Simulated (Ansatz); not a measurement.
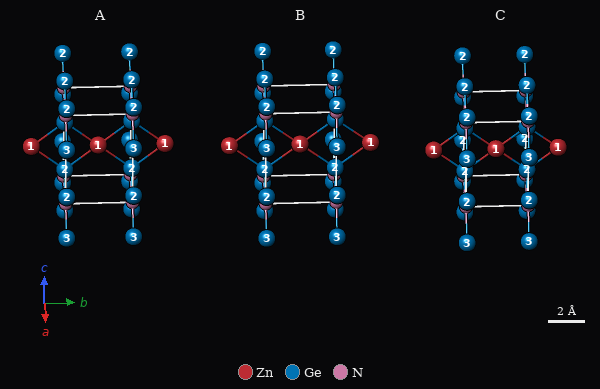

3 geometries from one relaxation of a crystal of ZnGe2N (a generated structure, set up in Pmmm) (coarse preliminary run), in shuffled order. Style: ball-and-stick. Shown: the cell of the calculation, from a free direction.

Method: Ansatz, DFT PBE, scalar-relativistic, plane waves, PAW. (plane-wave cutoff 420 eV; k-point mesh 6 × 6 × 4; occupations gaussian; smearing width 0.1 eV; no spin polarisation; cell and atoms relaxed; force threshold 0.04 eV/Å; at most 70 steps)

Order the frames from highest to lowest energy.

C, A, B. They are steps 0, 2, 10, at +301 meV per atom, +23.8 meV per atom relative to the last. After 7 accepted moves (10 points after the start) the energy has fallen by 301 meV per atom. The largest force component goes from 2.6 to 0.0051 eV/Å. Pressure: 7.02 GPa at the start and −0.02 GPa at the end. The line search rejected the trial step at point 8 of the run. At 2 points the geometry stayed and the basis and grid were re-selected for the new cell (energy shift of 7.0 meV per atom at most each time). The largest moves relative to the cell, 0.088 Å, are those of Ge atoms. Zn and N stay in place. The volume changes by +9.2 %, with a 3.184 → 2.863 Å (−10.1 %), b 3.547 → 4.024 Å (+13.4 %), c 5.747 → 6.150 Å (+7.0 %). Among the contacts that change: Ge–Zn 2.297 → 2.602 Å, Ge–N 2.129 → 2.020 Å. Among the angles between lasting bonds that change: N–Ge–N 96.8° → 90.2°, Ge–N–Ge 83.2° → 89.8°, Ge–N–Ge 96.8° → 90.2°. The space group stays Pmmm (No. 47). The run took 61 s on 1 thread of Arm Neoverse V2 (shared host), peak memory 0.4 GiB.
